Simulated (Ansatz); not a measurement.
B

Input

```
crystal:
  lattice:
    - [1.652573114, 0.0, 0.0]
    - [-0.826286557, 1.4311702983, 0.0]
    - [0.0, 0.0, 20.4281926757]
  atoms:
    - { symbol: B, position: [1.0, 1.0, 0.0] }
    - { symbol: B, position: [1.0, 0.0, 0.5] }
    - { symbol: B, position: [0.3333333333, 0.6666666667, 0.25] }
    - { symbol: B, position: [0.6666666667, 0.3333333333, 0.75] }
hamiltonian:
  xc: rpbe
  pseudopotentials:
    kind: paw
    azcp:
      B: "pseudopotentials/B.paw.azcp"
basis:
  ecutwfc: 420
  fft_grid_basis: typed
kpoints:
  mp_grid: { grid: [23, 23, 2], shift: [0, 0, 0] }
magnetization:
  spin_polarized: false
scf:
  occupations: { method: fermi_dirac, width: 0.1 }
  lower_state_search: "off"
output:
  stress: true
  write_density: true
  write_potential: true
  elf: true
  volumetric_format: npy
```

Launched as:

```sh
ansatz run input.yaml --threads 2 --pin off --max-ram 5120MiB --backend cpu --events-out ev --progress --plain --runs-dir out
```

Below, planes, directions and counts refer to the conventional cell (a = 1.65 Å, b = 1.65 Å, c = 20.43 Å, α = 90.00°, β = 90.00°, γ = 120.00°).

Space group P6₃/mmc; set up as B, dhcp; a generated structure, not necessarily the stable one; changed on purpose from its base cell (volume × 0.88); computed pressure about 18 GPa in this cell.

All numbers below come from Ansatz 0.2.0, DFT, RPBE, plane waves (420 eV) with PAW, scalar-relativistic.

The density is the valence pseudo-density of a PAW calculation; it isn't the true density close to the nuclei.

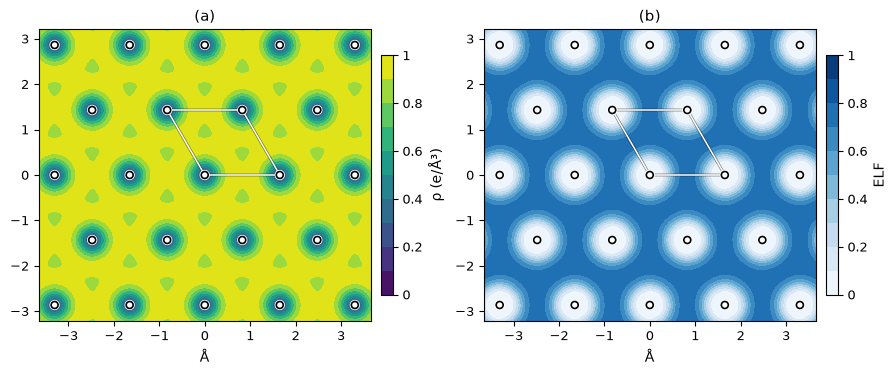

Figure 1. (a) valence electron density; (b) electron localisation function on the (001) plane of the conventional cell. Circles mark the nuclei in the plane (B).

Read the bonding off the picture.

Answer. Atoms in the plane: B.
B–B (1.65 Å): ρ is about 0.92 e/Å³ halfway; the ELF peaks at about 0.75 between the atoms.
Between the atoms the lowest density in this plane is 0.89 e/Å³.

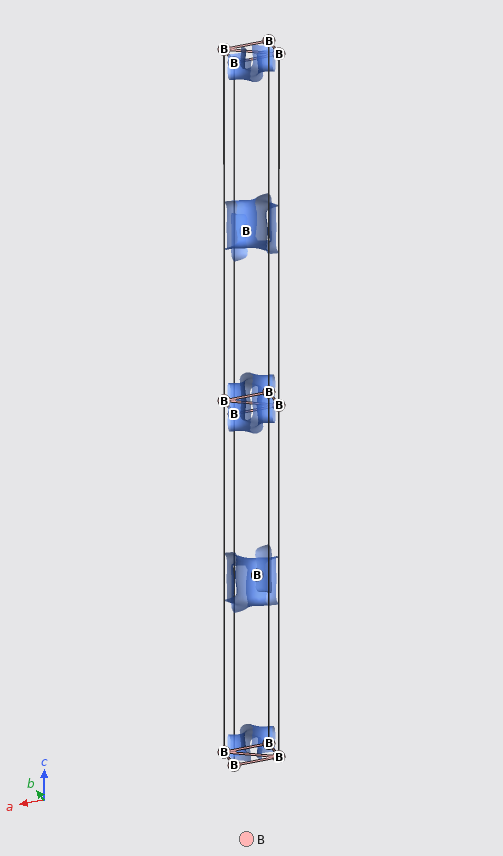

Figure 2. Isosurface of the electron localisation function at 0.65 (blue), seen at an oblique angle. Only the valence region is drawn (cores and ρ < 0.01 e/Å³ removed). Sticks mark near contacts.

Where are the electrons localised?

Answer. The surface consists of sheets that run through the cell in two directions, counted in one cell of 4 atoms. Any copies at cell faces, edges or corners count once. There are no localised bonds or lone pairs at this value.

Does the calculation give a band gap?

Answer. It is gapless in this calculation (a metal or semimetal).
